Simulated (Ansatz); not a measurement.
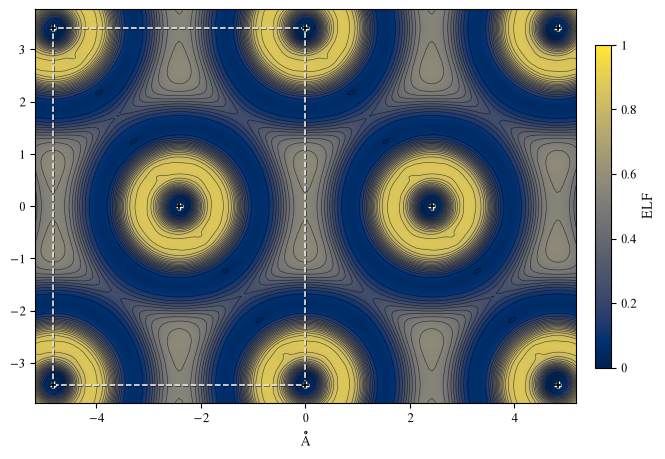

The electron localisation function on a plane through atoms (crosses mark nuclei in the plane).

The calculation used DFT, r2SCAN, plane waves (500 eV) with PAW, scalar-relativistic (Ansatz).

Candidates:
A. Sr, a = 4.83 Å, b = 4.83 Å, c = 4.83 Å, α = 90.00°, β = 90.00°, γ = 90.00°. Space group Im-3m; set up as Sr, bcc; a generated structure, not necessarily the stable one.
B. Y, a = 3.64 Å, b = 3.64 Å, c = 5.88 Å, α = 90.01°, β = 90.01°, γ = 120.01°. Space group P6₃/mmc; set up as Y, beta-Sn type; a generated structure, not necessarily the stable one; spin-polarised.
C. Ti, a = 3.94 Å, b = 3.94 Å, c = 3.94 Å, α = 90.00°, β = 90.00°, γ = 90.00°. Space group Fm-3m; set up as Ti, fcc; a generated structure, not necessarily the stable one; changed on purpose from its base cell (volume × 0.88); computed pressure about 18 GPa in this cell; the program warned that a starting moment wasn't kept; spin-polarised, but the moments vanished.

### Which system is this?

Candidate A: Sr on the (011̄) plane of the conventional cell, which holds Sr. Sr–Sr (4.18 Å): the ELF is about 0.25 at the midpoint: no shared electron pair shows on this line.
